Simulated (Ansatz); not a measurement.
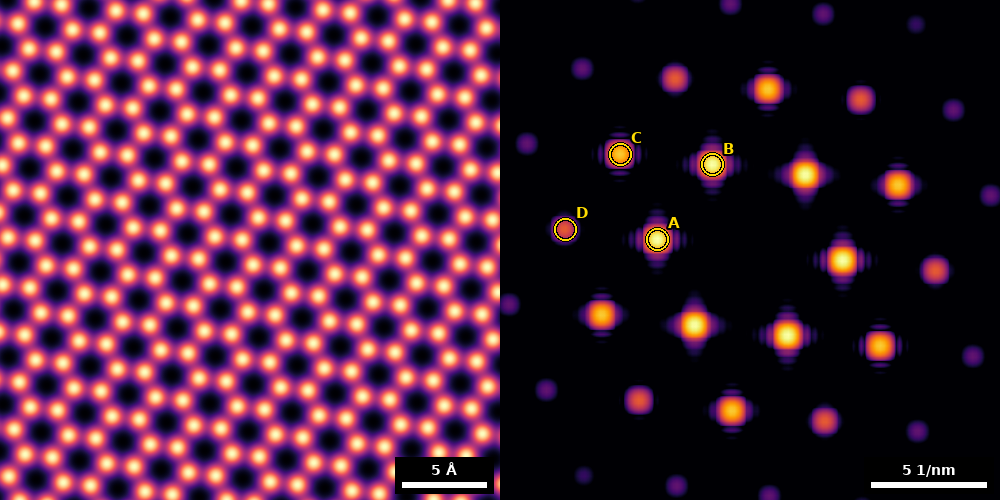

HAADF-like image of Al (P6_3/mmc, No. 194) along [001]. Simulation: incoherent imaging, intensity Z^1.7 per atom, probe width 1.08 Å, thin sample. The probe carries 15 % of its weight in a tail 2.5 times as wide. The display is stretched by a gamma of 0.8; percentages refer to the linear signal. Atomic positions: the geometry relaxed at fixed volume with Ansatz, DFT PBE, spin-orbit coupling, plane waves, PAW; the starting structure was generated, so it need not be a known form of this composition.

The right panel is the modulus of the image's Fourier transform on a logarithmic scale.

a = 2.848 Å, b = 2.848 Å, c = 4.727 Å, α = 90.00°, β = 90.00°, γ = 120.00°

### Index the marked spots and give their plane spacings (the zone axis points at the viewer; indices equivalent by symmetry, or all signs reversed, are as good).

A: (-1 0 0), d = 2.47 Å; B: (-1 1 0), d = 2.47 Å; C: (-2 1 0), d = 1.42 Å; D: (-2 0 0), d = 1.23 Å. A and B enclose 60°, and every spot obeys the zone law hu + kv + lw = 0 for [001].
